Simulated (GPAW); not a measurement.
System: TaN (space group Fm-3m).

Method: PAW DFT in plane waves, on a grid or in atomic orbitals, no spin polarisation; energies at scaled volumes of the given cell, shape and fractions fixed, counted from the fit's minimum, third-order Birch-Murnaghan fit (GPAW 26.7.0). All runs: no spin polarisation.

```
       setting        value
        k mesh     10×10×10
   occupations  Fermi–Dirac
smearing width      0.05 eV
   wave cutoff       800 eV
```

Settings that differ: r2SCAN: potentials GPAW-PAW-data-sets-(gpaw-data-1.2.1); PBEsol: potentials PAW-data-sets-made-by gpaw-setup-for-the-functional.

Predict the pressure against volume, with one curve for each functional. The cases: r2SCAN; PBEsol.

The fitted equilibrium volumes, smallest first, are PBEsol 10.479, r2SCAN 10.652 Å³/atom. The fitted bulk moduli, smallest first, are r2SCAN 342.9, PBEsol 356.5 GPa. For r2SCAN, the pressure falls from 17.06 GPa at volume 10.16 Å³/atom to −22.00 GPa at 11.46 Å³/atom, and changes sign near 10.63 Å³/atom. For PBEsol, the pressure falls from 10.95 GPa at volume 10.16 Å³/atom to −26.82 GPa at 11.46 Å³/atom, and changes sign near 10.46 Å³/atom.

r2SCAN:
```tsv
volume (Å³/atom)	pressure (GPa)
10.16	17.06
10.38	8.68
10.60	1.16
10.81	-5.60
11.03	-11.66
11.25	-17.11
11.46	-22.00
```

PBEsol:
```tsv
volume (Å³/atom)	pressure (GPa)
10.16	10.95
10.38	2.77
10.60	-4.55
10.81	-11.09
11.03	-16.93
11.25	-22.16
11.46	-26.82
```

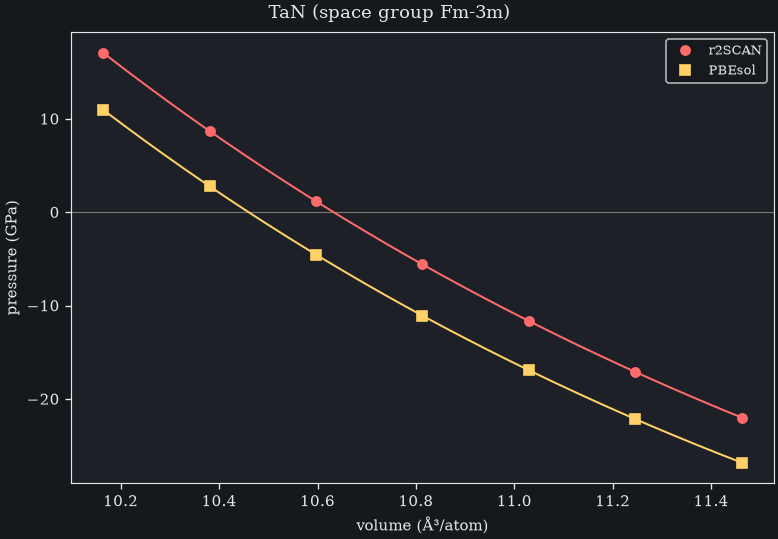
